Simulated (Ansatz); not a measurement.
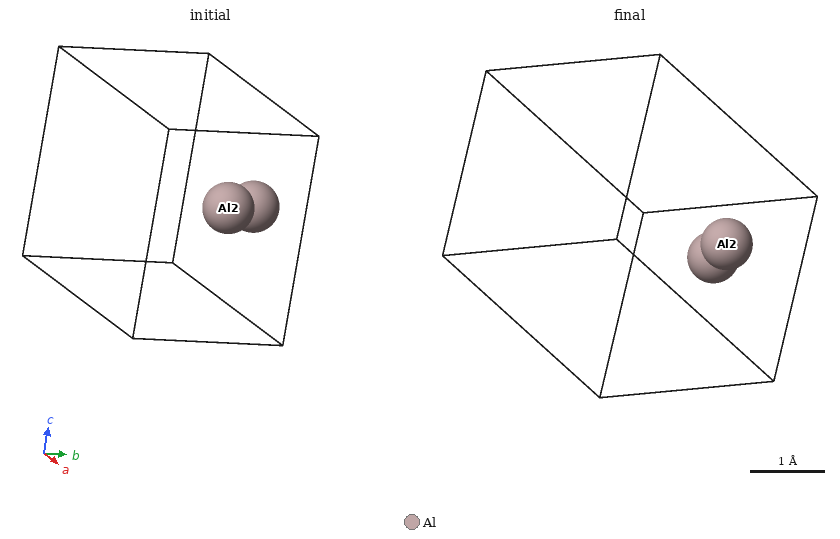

The structure of a crystal of Al (built on the random type) (coarse preliminary run) before (left) and after (right) a relaxation, at one scale.

A ball-and-stick model of the cell of the calculation, seen slightly off an axis.

Case: random cell without symmetry.

All numbers below come from DFT PBE, scalar-relativistic, plane waves, PAW (Ansatz).

The input:
```yaml
crystal:
  lattice:
    - [3.6388880045, 0.0, 0.0]
    - [-0.9738588476, 2.7840065805, 0.0]
    - [1.1973649654, -0.9922347081, 3.2518826423]
  atoms:
    - { symbol: Al, position: [0.6136090942, 0.9649877147, 0.5097193251] }
    - { symbol: Al, position: [0.9659637926, 0.5112678705, 0.6275106763] }
basis:
  ecutwfc: 420
kpoints:
  mp_grid: { grid: [6, 6, 6] }
hamiltonian:
  xc: pbe
scf:
  occupations: { method: gaussian, width: 0.1 }
  lower_state_search: "off"
output:
  forces: true
  stress: true
  eigenvalues: true
relax:
  adjacent_minimum: "off"
  f_tol: 0.04
  max_steps: 70
  cell: { stress_tol: 0.4 }
```

Summarise the run.

Answer. The largest moves relative to the cell, 0.63 Å, are those of Al1 and Al2. Al1 goes roughly along [−1 0 −3]. The volume changes by +0.4 %, with a 3.639 → 4.079 Å (+12.1 %), b 2.949 → 2.847 Å (−3.5 %), c 3.605 → 2.847 Å (−21.0 %), α 111.7° → 90.0°, β 70.6° → 90.0°, γ 109.3° → 90.1°. Among the contacts that change: Al1–Al2 5.435 → 2.867 Å, Al1–Al2 (another image) 4.148 → 2.865 Å, Al1–Al2 (another image) 1.706 → 2.865 Å, Al1–Al2 (another image) 3.750 → 2.864 Å. Among the angles between lasting bonds that change: Al1–Al2–Al1 91.8° → 59.6°, Al1–Al2–Al1 150.1° → 120.4°, Al1–Al2–Al1 84.4° → 59.5°. The space group (tolerance 0.01 Å) goes from P-1 (No. 2) to I4/mmm (No. 139). After 15 accepted moves (17 points after the start) the energy has fallen by 3627 meV per atom. Largest force component: 14 eV/Å at the start, 0.00055 eV/Å at the end. Pressure: 69.76 GPa at the start and −0.05 GPa at the end. The SCF was repeated twice at an unchanged geometry on a basis and grid sized afresh for the cell, which shifted the energy by 16.0 meV per atom at most.
